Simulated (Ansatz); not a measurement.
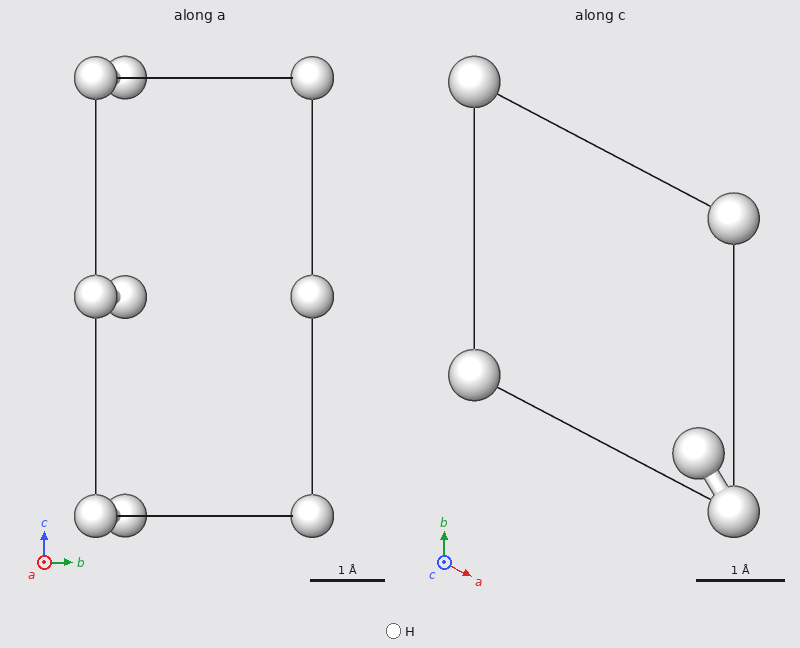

Ball-and-stick representation of a periodic structure, projected along the a axis and along the c axis. The box is the unit cell; atoms on or close to its faces, edges and corners are drawn wherever they repeat.

H, a = 3.35 Å, b = 3.35 Å, c = 6.00 Å, α = 90.00°, β = 90.00°, γ = 117.78°.

Electronic-structure method: Ansatz 0.2.0, DFT LDA, scalar-relativistic, plane waves, PAW. Parameters: 420 eV cutoff, an 8×8×4 k-point grid, Gaussian smearing of 0.05 eV, no spin polarisation.

### Classify it as metallic or gapped, with the value.

An insulator at this level, with a gap of 7.30 eV on the k-mesh (the true edges may lie between mesh points, so the gap can be somewhat smaller).

### Which way would the volume go on relaxing?

The computed pressure is -0.8 GPa (stretched: it would shrink). The stress isn't hydrostatic: its largest component is 1.9 GPa.

The structure comes from a structure listed in the Materials Project. The cell was then strained or its atoms displaced on purpose. It was run through Ansatz as a DFT input.
